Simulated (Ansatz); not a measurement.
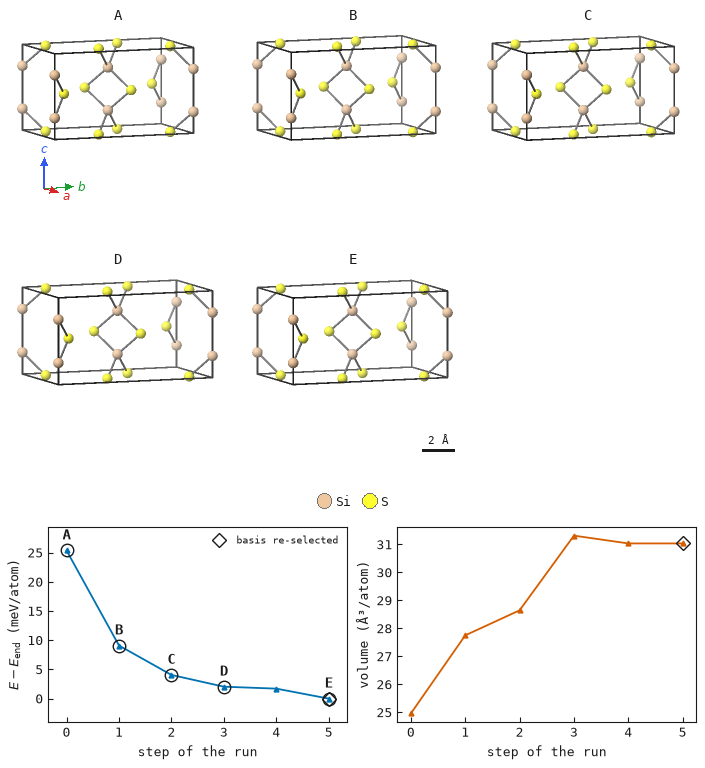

Frames of a relaxation of solid SiS$_{2}$ (set up in Ibam) (coarse preliminary run), marked on the history of the run. The picture is a ball-and-stick view of the conventional cell (2 times the calculation's cell), seen slightly off an axis. Lengths and directions refer to the drawn axes.

Method: Ansatz, DFT PBE, scalar-relativistic, plane waves, PAW. Settings: plane-wave cutoff 420 eV; k-point mesh 4 × 4 × 4; occupations gaussian; smearing width 0.1 eV; no spin polarisation; cell and atoms relaxed; force threshold 0.04 eV/Å; at most 70 steps.

### What happens along the run?

Over 4 accepted moves (5 points after the start) the energy falls by 25.4 meV per atom. The largest force component goes from 0.44 to 0.0046 eV/Å. The pressure goes from −0.27 to 0.07 GPa. The SCF was repeated once at an unchanged geometry on a basis and grid sized afresh for the cell, which shifted the energy by 1.7 meV per atom at most. The largest moves relative to the cell, 0.22 Å, are those of S atoms. Si stays in place. Cell: a 5.650 → 6.255 Å (+10.7 %), b 9.570 → 10.645 Å (+11.2 %), c 5.540 → 5.593 Å (+1.0 %). Volume +24.3 %. Among the contacts that change: S–Si 2.162 → 2.149 Å. Bond angles that change, for instance: S–Si–S 110.9° → 114.6°, S–Si–S 117.6° → 115.5°. The space group stays Ibam (No. 72). From step 0 to 1: S atoms move most (0.12 Å), volume +11.2 %, energy −16.3 meV per atom. From step 1 to 2: S atoms move most (0.02 Å), volume +3.2 %, energy −5.0 meV per atom. From step 2 to 3: S atoms move most (0.07 Å), volume +9.3 %, energy −2.0 meV per atom. From step 3 to 5: S atoms move most (0.02 Å), volume −0.9 %, energy −2.0 meV per atom.

```csv
step,"E − E(0), meV/atom","largest force component, eV/Å","pressure, GPa","volume, Å³/atom",note
0,0.00,0.4400,-0.27,24.963,
1,-16.28,0.1698,0.45,27.753,
2,-21.32,0.0791,0.33,28.648,
3,-23.34,0.0721,-0.38,31.317,
4,-23.67,0.0058,-0.01,31.038,
5,-25.38,0.0046,0.07,31.038,"same geometry, new basis"
```
